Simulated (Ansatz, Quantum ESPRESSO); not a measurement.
# 2H-MoS2: the 4πα/A, ions held at a withheld member of a series

**Set-up.** Quantum ESPRESSO 7.5, PBE-D3(BJ), GBRV ultrasoft. Free-standing symmetric slabs with 16 Å of vacuum in the starting cell; all atoms relax without a field to tight forces. A sawtooth field of 0.1 V/Å with dipole correction is then applied with the ions held (f1) and with the ions free (r1). Fixed occupations. The series steps the number of layers.

```tsv
number of layers	4πα/A, ions held (Å)
1 layers	5.081
2 layers	10.278
3 layers	15.453
4 layers	20.641
```

To predict: What is the 4πα/A, ions held at 5 layers?

By hand: The rows at 3 layers and 4 layers give a slope of (20.641 − (15.453))/(4 − (3)) = 5.188, so a straight line gives 25.829 Å. A parabola through these and the row at 2 layers gives 25.842 Å.

**Check.** 25.829 Å. The line misses by 0.000 and the parabola by +0.013 Å. Both misses are under 5 % of the step from the nearer row.

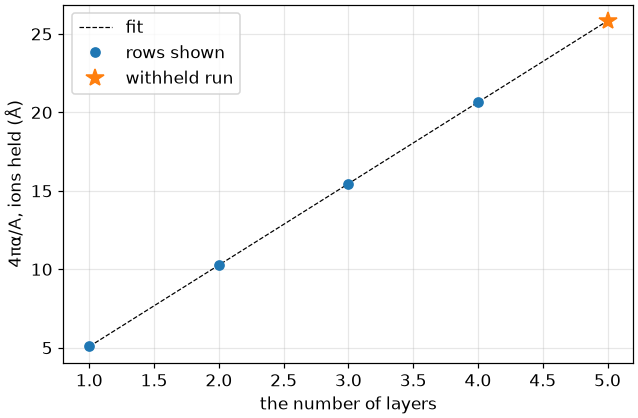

The rows shown, the fit and the withheld run.

**Limits.** Surface layers answer otherwise than the interior, so permittivities come from the slope against thickness; semilocal gaps overscreen; 1×1 cells forbid distortions that need a larger cell. Members without a usable value, or on the other side of zero field or charge, are not listed.

[Logs are printed without paths, hosts, clocks, repeated set-up lines and the standing remarks that a program may print on its own settings, such as how far it seeks lower states.]
